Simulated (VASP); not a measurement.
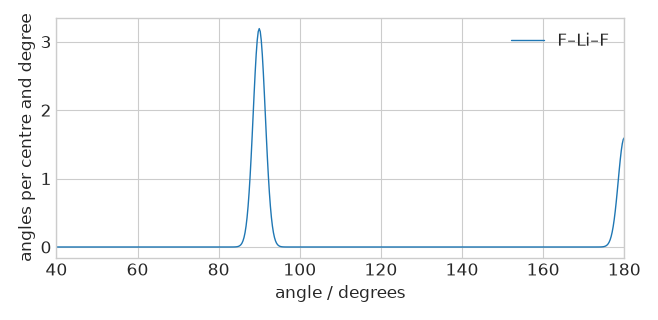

Bond-angle distributions computed from the structure of LiF; each angle is a Gaussian of σ = 1.5°. Bonds counted: F–Li up to 2.26 Å. Structure used: an entry of the Crystallography Open Database, as set up for an electronic-structure calculation.

> Where do the angles cluster?

F–Li–F: 90° (12 per centre); 180° (3 per centre)

> What coordination geometry do the angles point to, counting the bonds named above alone?

Li has 6 F neighbours in an octahedral arrangement.

The structure has space group Fm-3m (No. 225); other forms of this composition would give other results.
